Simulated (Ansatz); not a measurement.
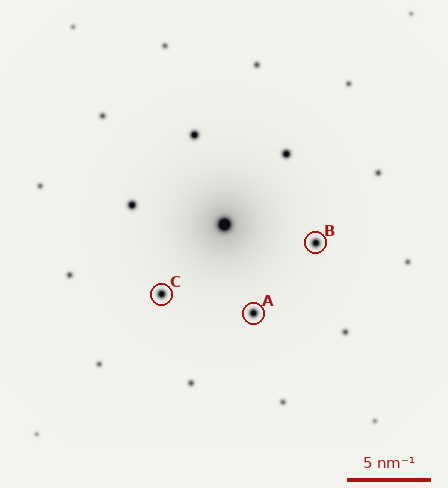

The pattern is a kinematic simulation for 300 kV electrons (no multiple scattering; isotropic B = 0.5 Å²). The zone axis points towards the electron source and the pattern is seen from the source side.

Crystal: Be, space group Im-3m (No. 229), a = 2.501 Å. Structure: the input geometry of an electronic-structure calculation (not necessarily at equilibrium); the starting structure was generated, so it need not be a known form of this composition.

Spot A is indexed -1 0 1 and spot B 0 -1 1.

Index the other marked spot.

C = A − B = -1 1 0 (d = 1.768 Å).

Which zone axis is this?

The cross product of A and B is parallel to [111]; every spot obeys hu + kv + lw = 0.

What are the spacings of A and B and the angle between them?

d(A) = 1.768 Å, d(B) = 1.768 Å, and the angle is 60.0°.
